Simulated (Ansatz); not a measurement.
Input

```
crystal:
  lattice:
    - [5.1837107827, 0.0, 0.0]
    - [-2.5918553914, 4.4892252237, 0.0]
    - [0.0, 0.0, 9.5621145933]
  atoms:
    - { symbol: Ti, position: [0.3338941529, 1.0065450495, 0.1174051189] }
    - { symbol: Ti, position: [-0.0065450495, 0.3273491034, 0.1174051189] }
    - { symbol: Ti, position: [0.6726508966, 0.6661058471, 0.1174051189] }
    - { symbol: Ti, position: [-0.0065450495, 0.6661058471, 0.3825948811] }
    - { symbol: Ti, position: [0.6726508966, 1.0065450495, 0.3825948811] }
    - { symbol: Ti, position: [0.3338941529, 0.3273491034, 0.3825948811] }
    - { symbol: Ti, position: [0.6661058471, -0.0065450495, 0.8825948811] }
    - { symbol: Ti, position: [1.0065450495, 0.6726508966, 0.8825948811] }
    - { symbol: Ti, position: [0.3273491034, 0.3338941529, 0.8825948811] }
    - { symbol: Ti, position: [1.0065450495, 0.3338941529, 0.6174051189] }
    - { symbol: Ti, position: [0.3273491034, -0.0065450495, 0.6174051189] }
    - { symbol: Ti, position: [0.6661058471, 0.6726508966, 0.6174051189] }
    - { symbol: O, position: [0.6666666667, 0.3333333333, 0.25] }
    - { symbol: O, position: [0.3333333333, 0.6666666667, 0.75] }
    - { symbol: O, position: [0.0, 0.0, 0.25] }
    - { symbol: O, position: [0.0, 0.0, 0.75] }
basis:
  ecutwfc: 500
kpoints:
  mp_grid: { grid: [12, 12, 4] }
hamiltonian:
  xc: r2scan
scf:
  occupations: { method: gaussian, width: 0.1 }
output:
  forces: true
  stress: true
  eigenvalues: true
  write_density: true
  write_potential: true
  elf: true
  volumetric_format: npy
relax:
  adjacent_minimum: "off"
  f_tol: 0.01
  max_steps: 30
  cell: { stress_tol: 0.1, fix: [volume] }
```

Run with:

```sh
ansatz run input.yaml --threads 4 --pin off --max-ram 10240MiB --backend cpu --events-out ev --progress --plain --runs-dir out
```

Below, planes, directions and counts refer to the conventional cell (a = 5.19 Å, b = 5.19 Å, c = 9.55 Å, α = 90.00°, β = 90.00°, γ = 120.00°).

The fields are those of the run's last geometry, not of the input's.

Space group P-31c; changed on purpose from its base cell (volume × 1.03, shape and atoms relaxed); computed pressure about −5 GPa in this cell; computed without spin polarisation.

Level of theory: DFT r2SCAN, scalar-relativistic, plane waves, PAW (Ansatz).

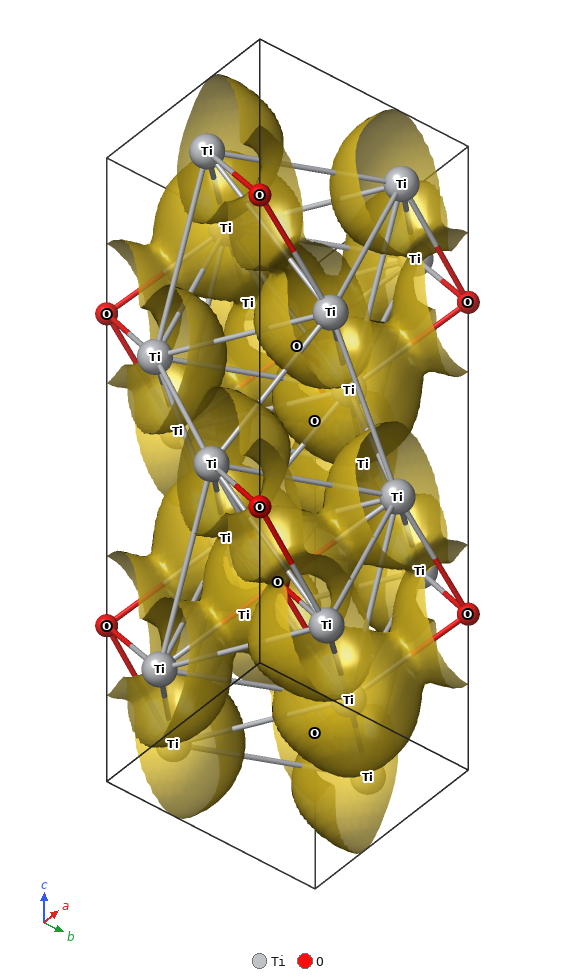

Ti3O. Isosurface of the valence charge density (pseudo) at 0.3 e/Å³ (yellow), seen at an oblique angle. Sticks mark near contacts.

In a PAW calculation such maps are meaningful between the atoms, not at the nuclei.

Q: What does this surface tell about the bonding?

A: At this value the density is joined into sheets; it holds about 85 % of the electrons treated as valence (semicore included). It bridges the sampled Ti–O (2.12 Å) contacts, where the density stays above the isovalue. It is pinched off along the sampled Ti–Ti (2.82 Å), Ti–Ti (2.96 Å) and Ti–Ti (3.02 Å) contacts. On the grid the lowest density along these lines, outside the cores, is 0.43 e/Å³ (Ti–O, 2.12 Å), 0.22 e/Å³ (Ti–Ti, 2.82 Å), 0.18 e/Å³ (Ti–Ti, 2.96 Å) and 0.14 e/Å³ (Ti–Ti, 3.02 Å).

Q: Does the calculation make it a metal, or give it a gap?

A: It is metallic or semimetallic at this level of theory: no gap opens; semilocal functionals without U, or without the true magnetic order, often close the gap of such compounds.
